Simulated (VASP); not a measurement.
**Geometry relaxation of Ti (part 2 of 2)**

Ti (2 atoms in the cell); Kohn-Sham DFT of a periodic cell, LDA, VASP PAW LDA potentials, recommended, no spin polarisation (VASP 6.6.1); cutoff 600 eV, 18×18×9 k-mesh, methfessel-paxton of 0.1 eV. The structure derives from an entry of the Crystallography Open Database.

Geometry of the input (Å; fractional positions):
```
2.9500  0.0000  0.0000
-1.4750  2.5548  0.0000
0.0000  0.0000  4.6800
Ti 0.3333  0.6667  0.2500
Ti 0.6667  0.3333  0.7500
```

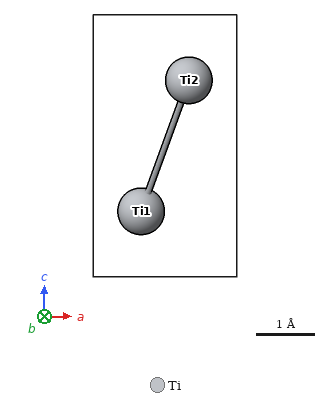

The geometry at step 2 of the log (ball-and-stick view of the cell of the calculation, along the b axis; atoms are numbered from 1 in the order of the input).

**Parts of OUTCAR, continued**
```
 Free energy of the ion-electron system (eV)
  ---------------------------------------------------
  ext. energy  EPLUGINS =         0.00000000
  ---------------------------------------------------
  free energy    TOTEN  =       -16.99651710 eV

  energy without entropy =      -16.99715706  energy(sigma->0) =      -16.99673042

------------------------ aborting loop because EDIFF is reached ----------------------------------------

  FORCE on cell =-STRESS in cart. coord.  units (eV):
  Direction    XX          YY          ZZ          XY          YZ          ZX
  --------------------------------------------------------------------------------------
  -------------------------------------------------------------------------------------
  Total       -2.1361420     -2.1361420     -2.2563336      0.0000000      0.0000000      0.0000000
  in kB      -97.0331615    -97.0331615   -102.4928050      0.0000000      0.0000000      0.0000000
  external PRESSURE =     -98.8530427 kB  Pullay stress =       0.0000000 kB

 VOLUME and BASIS-vectors are now :
 -----------------------------------------------------------------------------
  energy-cutoff  :      600.00
  volume of cell :       35.27
      direct lattice vectors                 reciprocal lattice vectors
     2.950000000  0.000000000  0.000000000     0.338983051  0.195711956  0.000000000
    -1.475000000  2.554774941  0.000000000     0.000000000  0.391423911  0.000000000
     0.000000000  0.000000000  4.680000000     0.000000000  0.000000000  0.213675214

 POSITION                                       TOTAL-FORCE (eV/Angst)
 -----------------------------------------------------------------------------------
     -0.00000      1.70318      1.17000         0.000000     -0.000000      0.000000
      1.47500      0.85159      3.51000        -0.000000      0.000000      0.000000
 -----------------------------------------------------------------------------------
    total drift:                               -0.000000      0.000000     -0.000000

  FREE ENERGIE OF THE ION-ELECTRON SYSTEM (eV)
  ---------------------------------------------------
  free  energy   TOTEN  =       -16.9965171032 eV

  energy  without entropy=      -16.9971570558  energy(sigma->0) =      -16.99673042

--------------------------------------- Ionic step        2  -------------------------------------------

 number of electron      23.9999994 magnetization

------------------------ aborting loop because EDIFF is reached ----------------------------------------

  FORCE on cell =-STRESS in cart. coord.  units (eV):
  Direction    XX          YY          ZZ          XY          YZ          ZX
  --------------------------------------------------------------------------------------
  -------------------------------------------------------------------------------------
  Total        1.7708546      1.7708546      1.9392518      0.0000000      0.0000000      0.0000000
  in kB       94.5642541     94.5642541    103.5567251      0.0000000      0.0000000      0.0000000
  external PRESSURE =      97.5617444 kB  Pullay stress =       0.0000000 kB

 VOLUME and BASIS-vectors are now :
 -----------------------------------------------------------------------------
  energy-cutoff  :      600.00
  volume of cell :       30.00
      direct lattice vectors                 reciprocal lattice vectors
     2.797996591  0.000000000  0.000000000     0.357398577  0.206344165 -0.000000000
    -1.398998295  2.423136127  0.000000000     0.000000000  0.412688329 -0.000000000
     0.000000000  0.000000000  4.425287438     0.000000000 -0.000000000  0.225974022

 POSITION                                       TOTAL-FORCE (eV/Angst)
 -----------------------------------------------------------------------------------
     -0.00000      1.61542      1.10632         0.000000      0.000000      0.000000
      1.39900      0.80771      3.31897        -0.000000     -0.000000      0.000000
 -----------------------------------------------------------------------------------
    total drift:                               -0.000000      0.000000     -0.000000

  FREE ENERGIE OF THE ION-ELECTRON SYSTEM (eV)
  ---------------------------------------------------
  free  energy   TOTEN  =       -17.0371236247 eV

  energy  without entropy=      -17.0379175793  energy(sigma->0) =      -17.03738828

--------------------------------------- Ionic step        3  -------------------------------------------

 number of electron      24.0000009 magnetization

------------------------ aborting loop because EDIFF is reached ----------------------------------------

  FORCE on cell =-STRESS in cart. coord.  units (eV):
  Direction    XX          YY          ZZ          XY          YZ          ZX
  --------------------------------------------------------------------------------------
  -------------------------------------------------------------------------------------
  Total       -0.0298141     -0.0298141      0.0162571      0.0000000      0.0000000      0.0000000
  in kB       -1.4844991     -1.4844991      0.8094691      0.0000000      0.0000000      0.0000000
  external PRESSURE =      -0.7198431 kB  Pullay stress =       0.0000000 kB

 VOLUME and BASIS-vectors are now :
 -----------------------------------------------------------------------------
  energy-cutoff  :      600.00
  volume of cell :       32.18
      direct lattice vectors                 reciprocal lattice vectors
     2.862735868  0.000000000  0.000000000     0.349316195  0.201677799 -0.000000000
    -1.431367934  2.479201986  0.000000000     0.000000000  0.403355598 -0.000000000
     0.000000000  0.000000000  4.533771237     0.000000000 -0.000000000  0.220566929

 POSITION                                       TOTAL-FORCE (eV/Angst)
 -----------------------------------------------------------------------------------
     -0.00000      1.65280      1.13344        -0.000000      0.000000      0.000000
      1.43137      0.82640      3.40033         0.000000     -0.000000      0.000000
 -----------------------------------------------------------------------------------
    total drift:                               -0.000000      0.000000     -0.000000

  FREE ENERGIE OF THE ION-ELECTRON SYSTEM (eV)
  ---------------------------------------------------
  free  energy   TOTEN  =       -17.0998123786 eV

  energy  without entropy=      -17.1001156882  energy(sigma->0) =      -17.09991348

--------------------------------------- Ionic step        4  -------------------------------------------

 number of electron      24.0000009 magnetization

------------------------ aborting loop because EDIFF is reached ----------------------------------------

  FORCE on cell =-STRESS in cart. coord.  units (eV):
  Direction    XX          YY          ZZ          XY          YZ          ZX
  --------------------------------------------------------------------------------------
  -------------------------------------------------------------------------------------
  Total        0.0034347      0.0034347      0.0519078     -0.0000000      0.0000000     -0.0000000
  in kB        0.1713386      0.1713386      2.5894077     -0.0000000      0.0000000     -0.0000000
  external PRESSURE =       0.9773616 kB  Pullay stress =       0.0000000 kB

 VOLUME and BASIS-vectors are now :
 -----------------------------------------------------------------------------
  energy-cutoff  :      600.00
  volume of cell :       32.12
      direct lattice vectors                 reciprocal lattice vectors
     2.860990585  0.000000000  0.000000000     0.349529287  0.201800828 -0.000000000
    -1.430495292  2.477690526  0.000000000     0.000000000  0.403601656 -0.000000000
     0.000000000  0.000000000  4.530846660     0.000000000 -0.000000000  0.220709301

 POSITION                                       TOTAL-FORCE (eV/Angst)
 -----------------------------------------------------------------------------------
     -0.00000      1.65179      1.13271        -0.000000      0.000000      0.000000
      1.43050      0.82590      3.39813         0.000000     -0.000000      0.000000
 -----------------------------------------------------------------------------------
    total drift:                               -0.000000      0.000000     -0.000000

  FREE ENERGIE OF THE ION-ELECTRON SYSTEM (eV)
  ---------------------------------------------------
  free  energy   TOTEN  =       -17.0997996851 eV

  energy  without entropy=      -17.1001061718  energy(sigma->0) =      -17.09990185

--------------------------------------- Ionic step        5  -------------------------------------------

 number of electron      24.0000009 magnetization

 Free energy of the ion-electron system (eV)
  ---------------------------------------------------
  ext. energy  EPLUGINS =         0.00000000
  ---------------------------------------------------
  free energy    TOTEN  =       -17.09984222 eV

  energy without entropy =      -17.10018609  energy(sigma->0) =      -17.09995684

 E-fermi :   8.9499     XC(G=0): -12.1587     alpha+bet :-17.1623

 val. band max:        8.9494191379   @ k =   0.1111   0.0556   0.0000
 cond. band min:       8.9529336920   @ k =   0.2222   0.2222   0.4444
 fundamental gap:      0.0035145542
 Fermi energy:         8.9498624453

 k-point     1 :       0.0000    0.0000    0.0000
  band No.  band energies     occupation
      1     -47.1180      2.00000
      2     -46.9217      2.00000
      3     -24.1957      2.00000
      4     -23.3567      2.00000
      5     -23.3567      2.00000
      6     -23.2624      2.00000
      7     -23.2267      2.00000
      8     -23.2267      2.00000
      9       2.6390      2.00000
     10       6.0578      2.00000
     11       9.7144     -0.00000
     12       9.7144     -0.00000
     13       9.8458     -0.00000
     14      10.0369     -0.00000
     15      10.2703     -0.00000
     16      10.2703     -0.00000

 k-point     2 :       0.0556    0.0000    0.0000
  band No.  band energies     occupation
      1     -47.1136      2.00000
      2     -46.9200      2.00000
      3     -24.1867      2.00000
      4     -23.3755      2.00000
      5     -23.3630      2.00000
      6     -23.2661      2.00000
      7     -23.2463      2.00000
      8     -23.2290      2.00000
      9       2.7332      2.00000
     10       6.1333      2.00000
     11       9.5067     -0.00000
     12       9.7828     -0.00000
     13       9.8114     -0.00000
     14      10.0143     -0.00000
     15      10.2209     -0.00000
     16      10.3314     -0.00000

 k-point     3 :       0.1111    0.0000    0.0000
  band No.  band energies     occupation
      1     -47.1008      2.00000
      2     -46.9150      2.00000
      3     -24.1603      2.00000
      4     -23.4297      2.00000
      5     -23.3807      2.00000
      6     -23.3020      2.00000
      7     -23.2773      2.00000
      8     -23.2360      2.00000
      9       3.0095      2.00000
     10       6.3462      2.00000
     11       9.1943     -0.00295
     12       9.3063     -0.00001
     13       9.9844     -0.00000
     14      10.0586     -0.00000
     15      10.2616     -0.00000
     16      10.4463     -0.00000

 k-point     4 :       0.1667    0.0000    0.0000
  band No.  band energies     occupation
      1     -47.0808      2.00000
      2     -46.9076      2.00000
      3     -24.1181      2.00000
      4     -23.5132      2.00000
      5     -23.4071      2.00000
      6     -23.3857      2.00000
      7     -23.2962      2.00000
      8     -23.2475      2.00000
      9       3.4496      2.00000
     10       6.6495      2.00000
     11       8.7424      2.01247
     12       8.8530      2.04302
     13       9.8739     -0.00000
     14      10.2446     -0.00000
     15      10.3081     -0.00000
     16      10.3151     -0.00000

 k-point     5 :       0.2222    0.0000    0.0000
  band No.  band energies     occupation
      1     -47.0554      2.00000
      2     -46.8993      2.00000
      3     -24.0629      2.00000
      4     -23.6163      2.00000
      5     -23.4856      2.00000
      6     -23.4384      2.00000
      7     -23.3226      2.00000
      8     -23.2623      2.00000
      9       4.0208      2.00000
     10       6.9445      2.00000
     11       8.2110      2.00000
     12       8.5520      2.00000
     13       9.7112     -0.00000
     14      10.0250     -0.00000
     15      10.1472     -0.00000
     16      10.7336     -0.00000

 [... the levels of 18 k-points are left out ...]

 k-point    24 :       0.3889    0.1111    0.0000
  band No.  band energies     occupation
      1     -46.9484      2.00000
      2     -46.8842      2.00000
      3     -23.9493      2.00000
      4     -23.7921      2.00000
      5     -23.7916      2.00000
      6     -23.5770      2.00000
      7     -23.4895      2.00000
      8     -23.3649      2.00000
      9       6.5186      2.00000
     10       6.8745      2.00000
     11       6.9615      2.00000
     12       8.2488      2.00000
     13       9.2713     -0.00005
     14       9.6073     -0.00000
     15      10.1891     -0.00000
     16      12.3360      0.00000

 [... further k-points ...]

------------------------ aborting loop because EDIFF is reached ----------------------------------------

  FORCE on cell =-STRESS in cart. coord.  units (eV):
  Direction    XX          YY          ZZ          XY          YZ          ZX
  --------------------------------------------------------------------------------------
  -------------------------------------------------------------------------------------
  Total       -0.0122028     -0.0122028      0.0078822      0.0000000      0.0000000      0.0000000
  in kB       -0.6079428     -0.6079428      0.3926914      0.0000000      0.0000000      0.0000000
  external PRESSURE =      -0.2743981 kB  Pullay stress =       0.0000000 kB

 VOLUME and BASIS-vectors are now :
 -----------------------------------------------------------------------------
  energy-cutoff  :      600.00
  volume of cell :       32.16
      direct lattice vectors                 reciprocal lattice vectors
     2.861207969  0.000000000 -0.000000000     0.349502731  0.201785496 -0.000000000
    -1.430603985  2.477878787 -0.000000000    -0.000000000  0.403570992 -0.000000000
    -0.000000000  0.000000000  4.536049459     0.000000000  0.000000000  0.220456150

 POSITION                                       TOTAL-FORCE (eV/Angst)
 -----------------------------------------------------------------------------------
     -0.00000      1.65192      1.13401         0.000000     -0.000000      0.000000
      1.43060      0.82596      3.40204        -0.000000      0.000000      0.000000
 -----------------------------------------------------------------------------------
    total drift:                               -0.000000      0.000000     -0.000000

  FREE ENERGIE OF THE ION-ELECTRON SYSTEM (eV)
  ---------------------------------------------------
  free  energy   TOTEN  =       -17.0998422169 eV

  energy  without entropy=      -17.1001860906  energy(sigma->0) =      -17.09995684

 reached required accuracy - stopping structural energy minimisation
```

**CONTCAR**
```
Ti
   1.00000000000000
     2.8612079692715171    0.0000000000000000   -0.0000000000000000
    -1.4306039846357586    2.4778787869322820   -0.0000000000000000
    -0.0000000000000000    0.0000000000000000    4.5360494594020890
  Ti
     2
Direct
     0.3333333332999970    0.6666666667000030    0.2500000000000000
     0.6666666667000030    0.3333333332999970    0.7500000000000000

  0.00000000E+00  0.00000000E+00  0.00000000E+00
  0.00000000E+00  0.00000000E+00  0.00000000E+00
```

**Trajectory as extended XYZ (Å, eV, eV/Å), 5 frames, from step=0 to step=4**
```
2
Lattice="2.9500 0.0000 0.0000 -1.4750 2.5548 0.0000 0.0000 0.0000 4.6800" Properties=species:S:1:pos:R:3:forces:R:3 step=0 energy=-16.99652
Ti    0.0000    1.7032    1.1700    0.0000   0.0000   0.0000
Ti    1.4750    0.8516    3.5100    0.0000   0.0000   0.0000
2
Lattice="2.7980 0.0000 0.0000 -1.3990 2.4231 0.0000 0.0000 0.0000 4.4253" Properties=species:S:1:pos:R:3:forces:R:3 step=1 energy=-17.03712
Ti    0.0000    1.6154    1.1063    0.0000   0.0000   0.0000
Ti    1.3990    0.8077    3.3190    0.0000   0.0000   0.0000
2
Lattice="2.8627 0.0000 0.0000 -1.4314 2.4792 0.0000 0.0000 0.0000 4.5338" Properties=species:S:1:pos:R:3:forces:R:3 step=2 energy=-17.09981
Ti    0.0000    1.6528    1.1334    0.0000   0.0000   0.0000
Ti    1.4314    0.8264    3.4003    0.0000   0.0000   0.0000
2
Lattice="2.8610 0.0000 0.0000 -1.4305 2.4777 0.0000 0.0000 0.0000 4.5308" Properties=species:S:1:pos:R:3:forces:R:3 step=3 energy=-17.09980
Ti    0.0000    1.6518    1.1327    0.0000   0.0000   0.0000
Ti    1.4305    0.8259    3.3981    0.0000   0.0000   0.0000
2
Lattice="2.8612 0.0000 -0.0000 -1.4306 2.4779 -0.0000 -0.0000 0.0000 4.5360" Properties=species:S:1:pos:R:3:forces:R:3 step=4 energy=-17.09984
Ti    0.0000    1.6519    1.1340    0.0000   0.0000   0.0000
Ti    1.4306    0.8260    3.4020    0.0000   0.0000   0.0000
```
